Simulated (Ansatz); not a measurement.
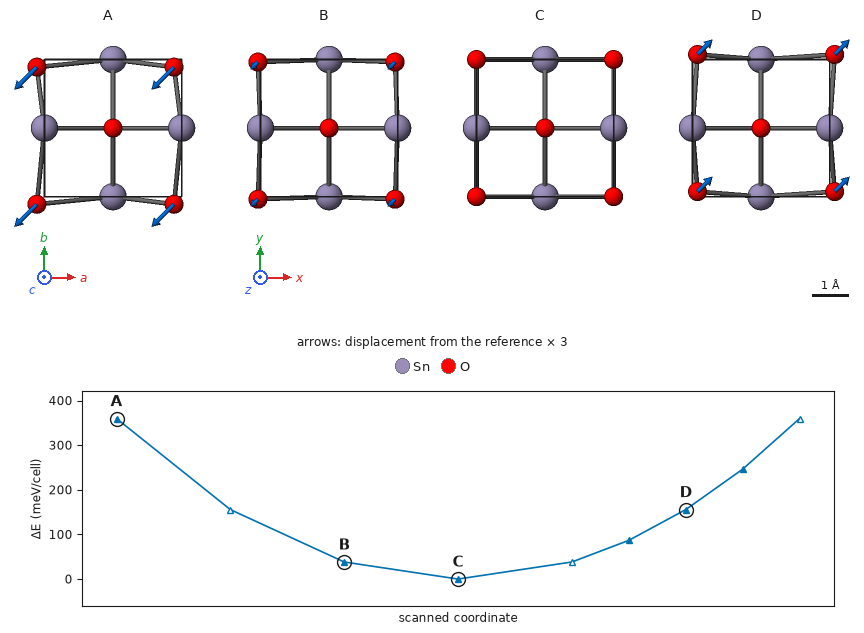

A scan of a crystal of SnO (P4/nmm) along one coordinate. Hollow markers are points alike by symmetry, not computed again. The picture is a ball-and-stick view of the cell of the calculation, seen along the c axis. Blue arrows: displacements from the reference.

Theory: Ansatz 0.2.0, DFT PBE+D3(BJ), scalar-relativistic, plane waves, PAW. Settings: plane-wave cutoff 420 eV; k-point mesh 12 × 12 × 10; occupations gaussian; smearing width 0.15 eV; no spin polarisation. Energies (free energies at the smearing named) are counted from the relaxed crystal.

What is being scanned?

Answer. An O atom (one in each cell of 4 atoms) is moved along Cartesian [1 1 0], all else fixed. In the frames the displacement is −0.30 Å (A), −0.10 Å (B), 0.00 Å (C), 0.20 Å (D). Of the computed points the lowest is at the displacement 0.00 Å, 0 meV/cell. The end points stand at 360 meV/cell (−0.30 Å) and 360 meV/cell (0.30 Å). The curvature at zero is about 7.7 eV/Å². The well is symmetric. At the highest point the shortest interatomic distance is 2.07 Å, against 2.24 Å in the reference. The distortion takes the space group from P4/nmm to C2.
